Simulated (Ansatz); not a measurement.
Crystal: O, the end point of a relaxation with DFT PBE, scalar-relativistic, plane waves, PAW (Ansatz); the starting structure was generated, so it need not be a known form of this composition.

```xyz
6
Lattice="3.4752 0.0000 0.0000 -1.7376 3.0097 0.0000 0.0000 0.0000 6.3918" Properties=species:S:1:pos:R:3 pbc="T T T"
O     0.0000    0.0000    3.1959
O     0.0000    0.0000    0.0000
O     1.7376    1.0032    2.1883
O     0.0000    2.0064    4.2035
O     0.0000    2.0064    5.3842
O     1.7376    1.0032    1.0076
```

Q: What does its first Brillouin zone look like, and which path through it is standard?

A: It has a primitive hexagonal lattice (hP; extended symbol hP2). The zone is a hexagonal prism in its combinatorial type: 8 faces (6 with 4 edges, 2 with 6 edges), 18 edges, 12 vertices. Path: Γ–M–K–Γ–A–L–H–A | L–M | H–K.

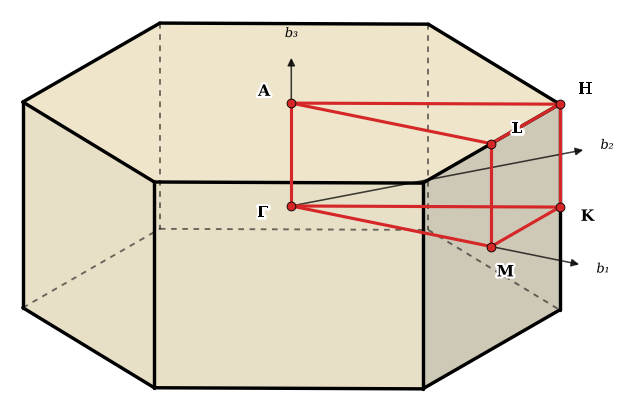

Labels and path follow the convention of Hinuma et al. (2017), as computed by seekpath; the arrows show the directions of the reciprocal primitive vectors b₁, b₂, b₃, in which coordinates are given; lengths include the factor 2π.

```tsv
point	k₁	k₂	k₃	length of k (1/Å)
Γ	0	0	0	0.000
A	0	0	1/2	0.492
K	1/3	1/3	0	1.205
H	1/3	1/3	1/2	1.302
M	1/2	0	0	1.044
L	1/2	0	1/2	1.154
```
